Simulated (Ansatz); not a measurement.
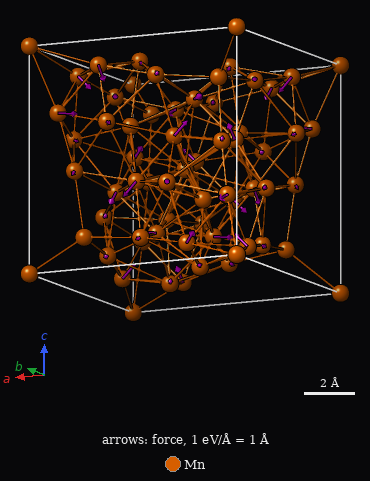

Starting geometry of a crystal of Mn (built on the alpha type) with the computed forces as purple arrows. A ball-and-stick model of the conventional cell (2 times the calculation's cell), seen from a free direction. Lengths and directions refer to the drawn axes.

Case: volume 14.153 Å^3/atom.

These are results of DFT r2SCAN, scalar-relativistic, plane waves, PAW (Ansatz 0.2.0), not measurements. (plane-wave cutoff 600 eV; k-point mesh 4 × 4 × 4; occupations gaussian; smearing width 0.05 eV; collinear spin; atoms relaxed in a fixed cell; force threshold 0.04 eV/Å; at most 40 steps)

Question: What follows when this structure is relaxed?

Answer: It isn't relaxed: the largest force vector, on Mn atoms, is 0.91 eV/Å. The final displacements follow the starting forces only in part (cosine between the two patterns 0.80). Over 2 accepted moves (3 points after the start) the energy falls by 15.1 meV per atom. The largest force component goes from 0.64 to 0.015 eV/Å. 1 step only repeated the SCF at the same geometry. The largest moves, 0.072 Å, are those of Mn atoms. The cell doesn't change. Some distances before and after: Mn–Mn 2.432 → 2.560 Å, Mn–Mn 2.816 → 2.767 Å, Mn–Mn 2.947 → 2.996 Å, Mn–Mn 2.729 → 2.690 Å. The space group stays I-43m (No. 217).
